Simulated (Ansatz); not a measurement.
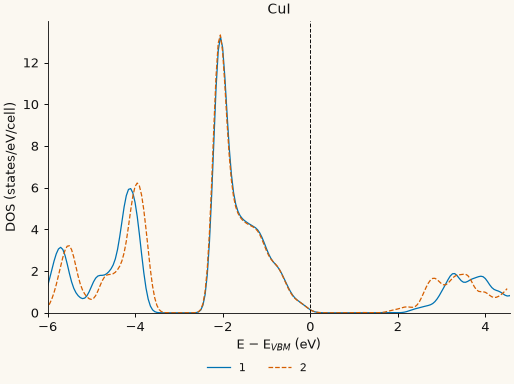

Total densities of states of CuI, space group I-4m2 (No. 119), 2 atoms in the cell, zincblende type, epitaxial (xy) strain −3.5%, by two methods on the same cell. The curves are built from the levels of the k mesh with Gaussians 0.3 eV wide, which also blur the band edges. Each is counted from its own valence-band top.

Which curve is which? The methods: r2SCAN, PBE.

1 is r2SCAN; 2 is PBE. r2SCAN gives a gap of 1.69 eV and PBE gives a gap of 1.18 eV.

Settings. r2SCAN: DFT, r2SCAN, plane waves, PAW, no spin polarisation, 8×8×8 k mesh, 500 eV cutoff (Ansatz 0.2.0). PBE: DFT, PBE, plane waves, PAW, no spin polarisation, 8×8×8 k mesh, 420 eV cutoff (Ansatz 0.2.0).

Spin-orbit coupling is left out, which matters for I.
